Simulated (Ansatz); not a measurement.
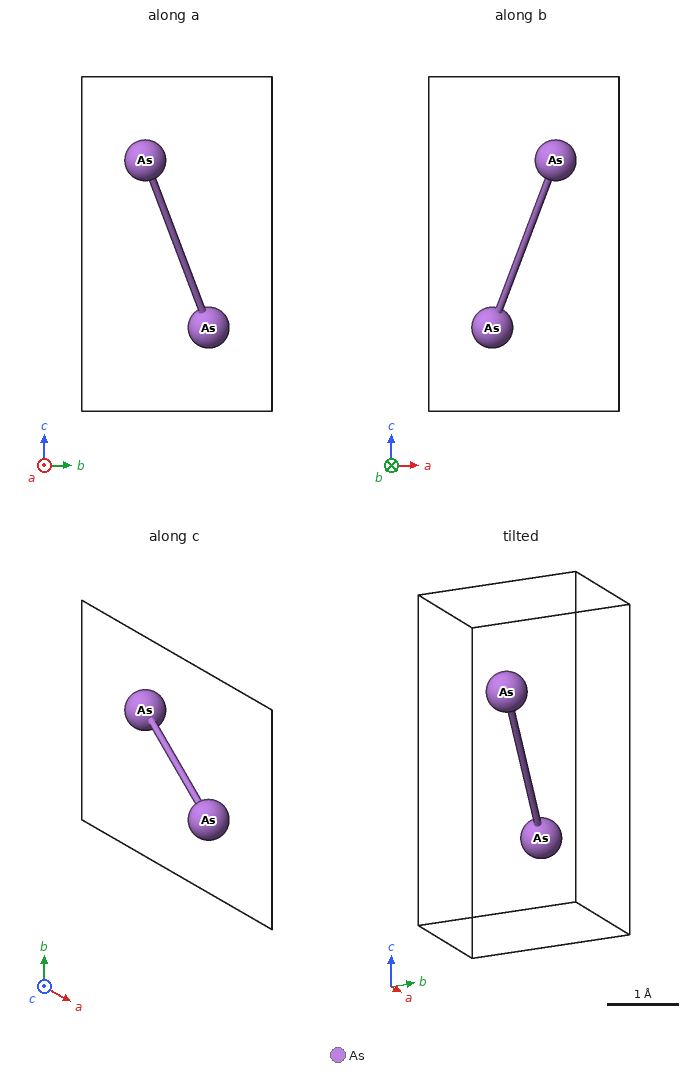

An orthographic ball-and-stick view of the structure, along the a axis, along the b axis, along the c axis and slightly off an axis. The box is the conventional unit cell; atoms on or close to its faces, edges and corners are drawn wherever they repeat.

Lattice parameters: a = 3.099 Å, b = 3.099 Å, c = 4.722 Å, α = 90.00°, β = 90.00°, γ = 120.00°.

### Reconstruct the structure as a table of Wyckoff sites.

Space group P6_3/mmc (No. 194).
```json
{"atom": "As", "site": "2c", "x": "0.3333", "y": "0.6667", "z": "0.2500"}
```

The model was built from a structure type filled with this element by a generator (whether the element takes this form wasn't checked). Earlier steps of the study may have refined or changed the cell and positions. It was run through Ansatz as a DFT input.
